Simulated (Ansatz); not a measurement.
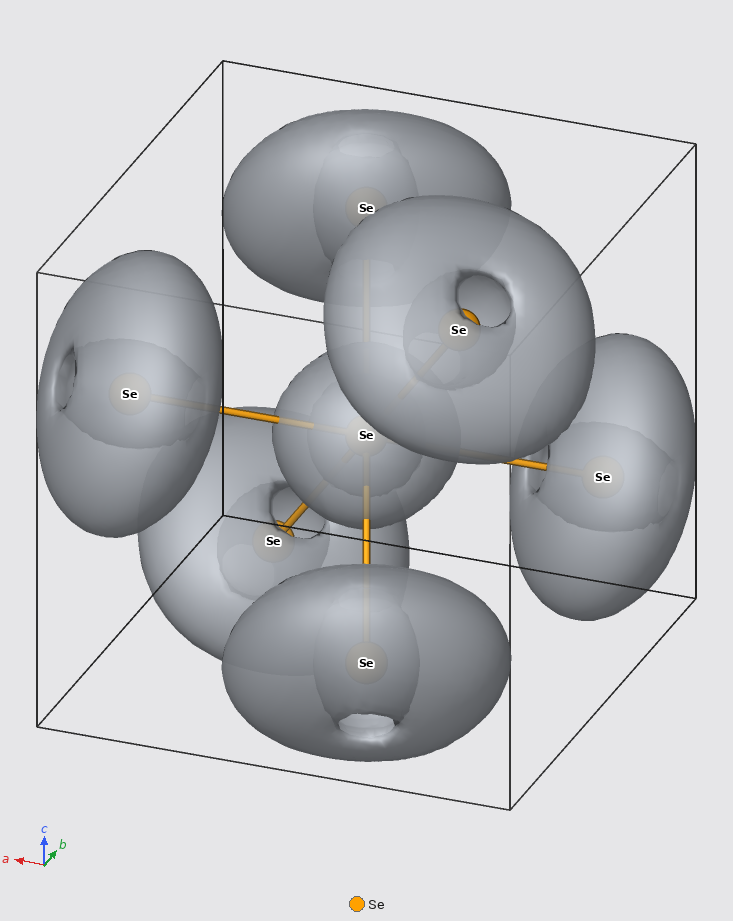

Se. Isosurface of the ELF at 0.7 (grey), seen at an oblique angle. Core shells and regions of very low density are left out. Sticks mark near contacts.

Space group Pm-3m; a structure generated by program, which may or may not match a known phase.

Level of theory: DFT PBE, scalar-relativistic, plane waves, PAW in Ansatz 0.2.0.

Core electrons are frozen (PAW), and the valence fields are smoothed inside the atomic spheres.

Where are the electrons localised?

At this value the surface marks out four regions wrapped around Se (the valence shell of each), counted in one cell of 4 atoms. Regions shared between cells count once.

Values along the shortest contacts:
Se–Se (2.57 Å): the ELF is about 0.55 at the midpoint.
